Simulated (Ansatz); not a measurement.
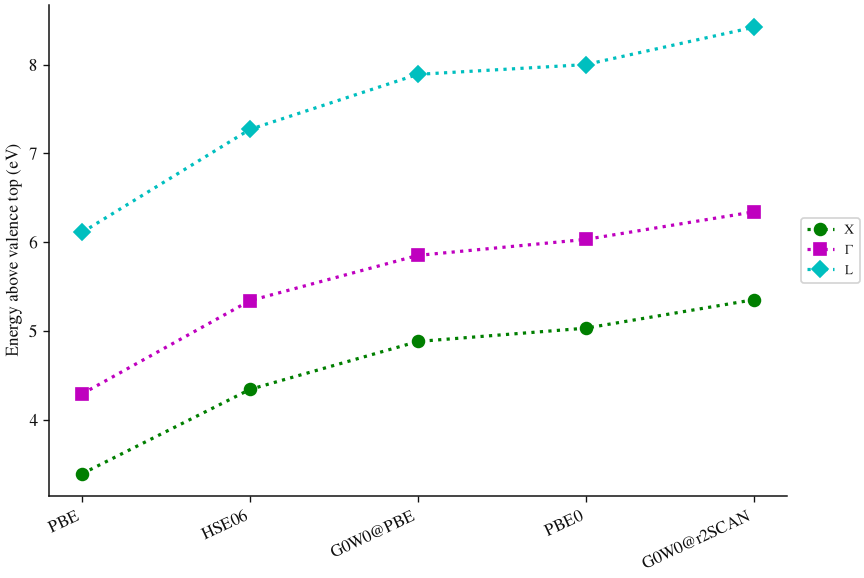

Lowest conduction level at each named k point, counted from the valence-band top at Γ, by several methods on one cell of antifluorite-type Li₂S, space group Fm-3m, 3 atoms in the primitive cell, relaxed with r2SCAN; cubic a = 5.691 Å. All runs are without spin-orbit coupling and carry no moments.

### How do the methods rank at X?

From low to high: PBE 3.39, HSE06 4.34, G0W0@PBE 4.88, PBE0 5.03, G0W0@r2SCAN 5.35 eV.

### Do the methods agree on which of these conduction levels is lowest?

Yes: all put it at X.

| method | program | X (eV) | Γ (eV) | L (eV) |
| --- | --- | --- | --- | --- |
| PBE | Ansatz | 3.39 | 4.29 | 6.11 |
| HSE06 | Ansatz | 4.34 | 5.34 | 7.27 |
| G0W0@PBE | Ansatz | 4.88 | 5.85 | 7.89 |
| PBE0 | Ansatz | 5.03 | 6.03 | 8.00 |
| G0W0@r2SCAN | Ansatz | 5.35 | 6.34 | 8.42 |

Settings. PBE: Ansatz PAW set, 8×8×8 k mesh, 420 eV cutoff, Fermi-Dirac smearing of 0.02 eV (Ansatz). HSE06: Ansatz PAW set, 6×6×6 k mesh, 420 eV cutoff, fixed occupations (Ansatz 0.2.0). G0W0@PBE: PBE, Ansatz PAW set, 6×6×6 k mesh, 420 eV cutoff, fixed occupations (Ansatz), G0W0 with empty bands 104, screening cutoff 100 eV and frequency treatment contour deformation. PBE0: Ansatz PAW set, 6×6×6 k mesh, 420 eV cutoff, fixed occupations (Ansatz). G0W0@r2SCAN: r2SCAN, Ansatz PAW set, 6×6×6 k mesh, 500 eV cutoff, fixed occupations (Ansatz), G0W0 with empty bands 252, screening cutoff 180 eV and frequency treatment contour deformation.

These are five of the 12 methods that were run on this cell. HSE06, PBE0 and G0W0@r2SCAN: the PAW data sets were made with another functional. LDA, GGA and most meta-GGA functionals understate gaps. The GW runs differ in bands or cutoffs. The GW values are at finite bands, cutoffs and mesh, short of the basis limit.
